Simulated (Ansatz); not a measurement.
**HfC: density, localisation and related maps**

The calculation's input:

```
crystal:
  lattice:
    - [3.2402350085, 0.0, 0.0]
    - [-1.6201175042, 2.8061258316, 0.0]
    - [0.0, 0.0, 2.9140718672]
  atoms:
    - { symbol: Hf, position: [0.6666666667, 0.3333333333, 0.4420786018] }
    - { symbol: C, position: [0.3333333333, 0.6666666667, 0.9705507682] }
basis:
  ecutwfc: 420
kpoints:
  mp_grid: { grid: [18, 18, 18] }
hamiltonian:
  xc: pbe
scf:
  occupations: { method: gaussian, width: 0.1 }
output:
  forces: true
  stress: true
  eigenvalues: true
  write_density: true
  write_potential: true
  elf: true
  volumetric_format: npy
relax:
  adjacent_minimum: "off"
  f_tol: 0.01
  max_steps: 80
  cell: { stress_tol: 0.05 }
```

Run with:

```sh
ansatz run input.yaml --threads 1 --pin off --max-ram 2560MiB --backend cpu --events-out ev --progress --plain --runs-dir out
```

Below, planes, directions and counts refer to the conventional cell (a = 3.24 Å, b = 3.24 Å, c = 2.92 Å, α = 90.00°, β = 90.00°, γ = 120.00°).

The fields are those of the relaxed geometry.

Space group P3m1; a structure generated by program, which may or may not match a known phase.

All numbers below come from DFT PBE, scalar-relativistic, plane waves, PAW (Ansatz).

The density is the valence pseudo-density of a PAW calculation; it isn't the true density close to the nuclei.

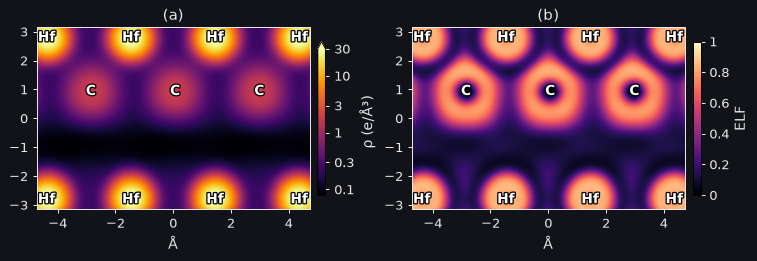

Figure 1. (a) valence electron density; (b) electron localisation function on the (110) plane of the conventional cell.

What does the map show?

Answer. The plane passes through Hf and C nuclei.
Hf–C (2.33 Å): the density is about 0.5 e/Å³ at the midpoint; the ELF peaks at about 0.80 in the valence shell of C, 0.7 Å from its nucleus, and is about 0.25 at the midpoint; no localised pair shows between them.
Hf–Hf (2.92 Å): ρ at the midpoint is about 0.23 e/Å³; the ELF is about 0.15 at the midpoint: no localised pair shows between them.
Hf–C (2.41 Å): ρ is about 0.42 e/Å³ halfway; the ELF peaks at about 0.80 in the valence shell of C, 0.7 Å from its nucleus, and is about 0.25 at the midpoint; no localised pair shows between them.
Between the atoms the lowest density in this plane is 0.08 e/Å³.
The features right at Hf lie inside the PAW spheres, where the map follows smoothed inner orbitals and isn't to be read closely.

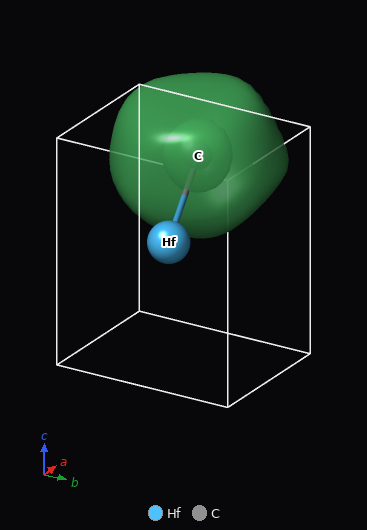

Figure 2. Isosurface of the electron localisation function at 0.6 (green), seen at an oblique angle. Core shells and regions of very low density are left out. Sticks mark near contacts.

Identify the bonds, lone pairs and shells in this picture.

Answer. At this value the surface marks out one region wrapped around C (its valence shell), counted in one cell of 2 atoms. Any copies at cell faces, edges or corners count once.
